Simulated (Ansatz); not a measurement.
Sb2Se3

```
Sb Se
1.0
     4.02637    0.00000    0.00000
    -2.01319    3.48694    0.00000
     0.00000    0.00000   28.99144
Sb Se
6 9
Cartesian
  0.0000 2.3246 1.8752
  0.0000 0.0000 11.5389
  2.0132 1.1623 21.2029
  0.0000 2.3246 7.7885
  0.0000 0.0000 17.4526
  2.0132 1.1623 27.1163
  0.0000 0.0000 6.2413
  2.0132 1.1623 15.9053
  0.0000 2.3246 25.5690
  2.0132 1.1623 3.4224
  0.0000 2.3246 13.0862
  0.0000 0.0000 22.7502
  0.0000 0.0000 0.0000
  2.0132 1.1623 9.6637
  0.0000 2.3246 19.3277
```

Space group R-3m; started from the tetradymite prototype, which need not be the ambient phase; not relaxed (largest force 0.3 eV/Å).

Method: DFT, PBE0, plane waves, PAW in Ansatz 0.2.0.

Core electrons are frozen (PAW), and the valence fields are smoothed inside the atomic spheres.

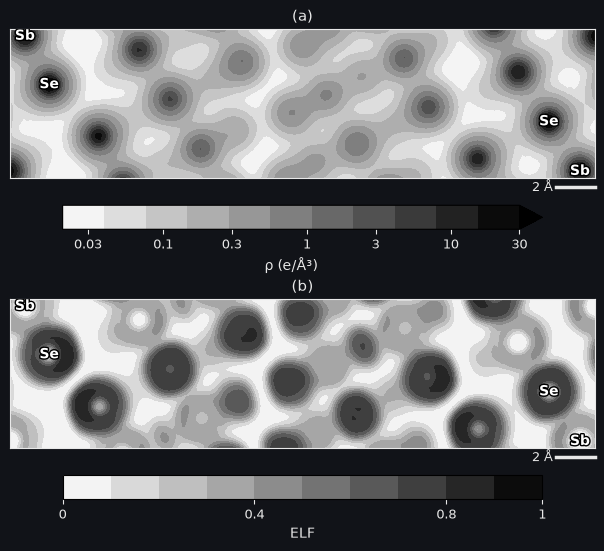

Figure 1. (a) valence electron density; (b) ELF on the (111) plane of the conventional cell.

**What do the fields say about this system?**

- The plane passes through Sb and Se nuclei.
- Atoms just off the plane (Sb, 0.3 Å away and Se, 0.3 Å away) can leave unmarked features too.
- Sb–Se (2.79 Å): ρ is about 0.37 e/Å³ halfway; the ELF is about 0.60 at the midpoint.
- Sb–Se (2.99 Å): the density is about 0.25 e/Å³ at the midpoint; the ELF is about 0.40 at the midpoint.
- Between the atoms the lowest density in this plane is 0.01 e/Å³.
- The ELF also peaks beside Se, away from the bonds: lone-pair regions.

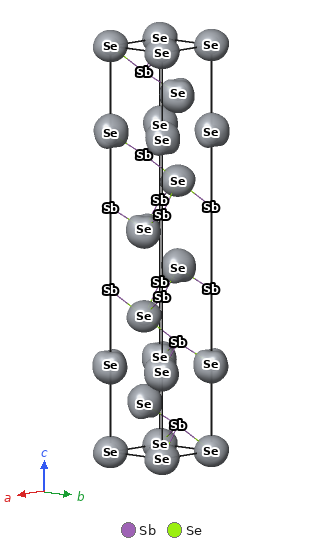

Figure 2. Isosurface of the ELF at 0.7 (grey), seen at an oblique angle. Only the valence region is drawn (cores and ρ < 0.01 e/Å³ removed). Sticks mark near contacts.

**Describe the localisation domains.**

The surface consists of nine regions wrapped around Se (the valence shell of each), counted in one cell of 15 atoms. Any copies at cell faces, edges or corners count once.

**Does the calculation give a band gap?**

It is gapped, with a Kohn–Sham gap of 0.78 eV on the k-point mesh (the band edges may lie off the mesh, which would make the gap smaller).
